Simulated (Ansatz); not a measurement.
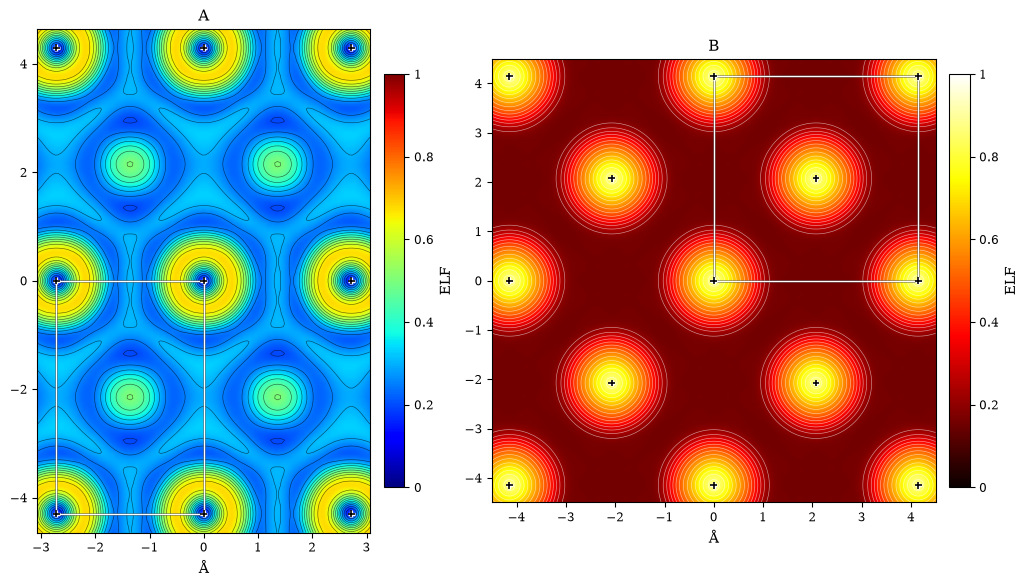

The ELF of 2 systems, each on a plane through atoms (crosses mark nuclei in the plane).

These are results of Ansatz, DFT PBE, scalar-relativistic, plane waves, PAW, not measurements.

System 1: Ru, the (010) plane of the conventional cell. Space group P6₃/mmc; computed without spin polarisation.

System 2: Ag, the (010) plane of the conventional cell. Space group Fm-3m; computed without spin polarisation.

### Which map belongs to which system?

Panel A is system 1, Ru: the plane holds Ru. Ru–Ru (2.72 Å): the ELF is about 0.30 at the midpoint. Panel B is system 2, Ag: the plane holds Ag. Ag–Ag (2.93 Å): the ELF is about 0.15 at the midpoint: no shared electron pair shows on this line.
